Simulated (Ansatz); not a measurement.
```xyz
10
Lattice="4.0378 0.0000 0.0000 -2.0189 3.4968 0.0000 0.0000 0.0000 16.3721" Properties=species:S:1:pos:R:3 pbc="T T T"
Mg    0.0000    0.0000    0.0061
S     0.0000    0.0000    2.4704
Mg    0.0000    2.3312    3.2677
S     0.0000    2.3312    5.7327
Mg    0.0000    0.0000    6.5294
S     0.0000    0.0000    9.0019
Mg    2.0189    1.1656    9.8128
S     2.0189    1.1656   12.2846
Mg    0.0000    2.3312   13.0952
S     0.0000    2.3312   15.5671
```

Space group P3m1; a generated structure, not necessarily the stable one.

The calculation used Ansatz, DFT PBE, scalar-relativistic, plane waves, PAW.

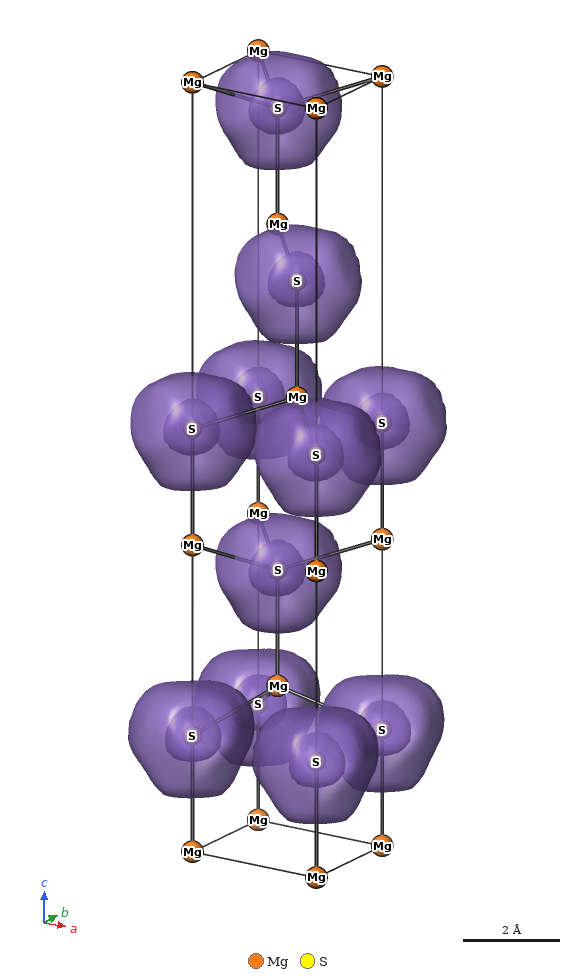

MgS. Isosurface of the ELF at 0.75 (purple), seen slightly off an axis. Core shells and regions of very low density are left out. Sticks mark near contacts.

Core electrons are frozen (PAW), and the valence fields are smoothed inside the atomic spheres.

### What do the ELF domains correspond to?

The ELF exceeds this value in five regions wrapped around S (the valence shell of each), counted in one cell of 10 atoms. Regions shared between cells count once. Along the contacts the grid gives the following. Mg–S (2.46 Å): the ELF peaks at about 0.90 in the valence shell of S, 0.9 Å from its nucleus, and falls to about 0.05 next to Mg (a closed-shell, largely ionic contact).

### Does the calculation give a band gap?

It is gapped, with a Kohn–Sham gap of 3.4 eV on the k-point mesh (the band edges may lie off the mesh, which would make the gap smaller).
